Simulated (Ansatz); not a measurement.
```yaml
crystal:
  lattice:
    - [4.95776, 0.00000, 0.00000]
    - [-2.47888, 4.29355, 0.00000]
    - [0.00000, 0.00000, 9.32805]
  atoms:
    - { symbol: Li, position: [0.80182, 0.40091, 0.08333] }
    - { symbol: Li, position: [0.59909, 0.40091, 0.41667] }
    - { symbol: Li, position: [0.40091, 0.80182, 0.25000] }
    - { symbol: Li, position: [0.59909, 0.19818, 0.75000] }
    - { symbol: Li, position: [0.19818, 0.59909, 0.58333] }
    - { symbol: Li, position: [0.40091, 0.59909, 0.91667] }
    - { symbol: F, position: [0.61222, 0.22443, 0.25000] }
    - { symbol: F, position: [0.22443, 0.61222, 0.08333] }
    - { symbol: F, position: [0.38778, 0.61222, 0.41667] }
    - { symbol: F, position: [0.77557, 0.38778, 0.58333] }
    - { symbol: F, position: [0.61222, 0.38778, 0.91667] }
    - { symbol: F, position: [0.38778, 0.77557, 0.75000] }
```

Space group P6₁22; a structure generated by program, which may or may not match a known phase.

Method: DFT PBE, scalar-relativistic, plane waves, PAW in Ansatz 0.2.0.

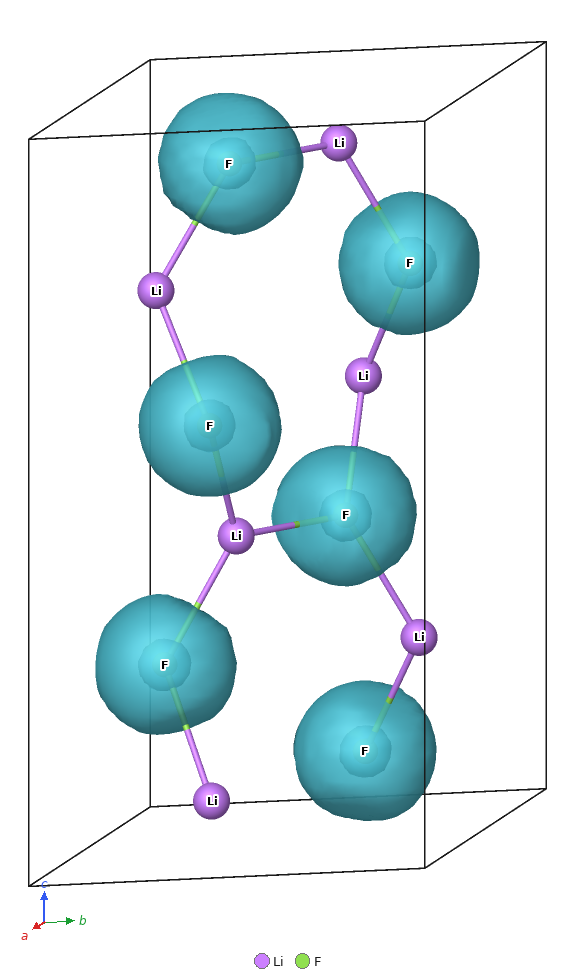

LiF. Isosurface of the ELF at 0.7 (cyan), seen slightly off an axis. Core shells and regions of very low density are left out. Sticks mark near contacts.

In a PAW calculation such maps are meaningful between the atoms, not at the nuclei.

### Where are the electrons localised?

At this value the surface marks out six regions wrapped around F (the valence shell of each), counted in one cell of 12 atoms. Regions shared between cells count once. Along the contacts the grid gives the following. Li–F (1.80 Å): the ELF peaks at about 0.80 in the valence shell of F, 0.7 Å from its nucleus, and falls to about 0 next to Li: a closed-shell, largely ionic contact.
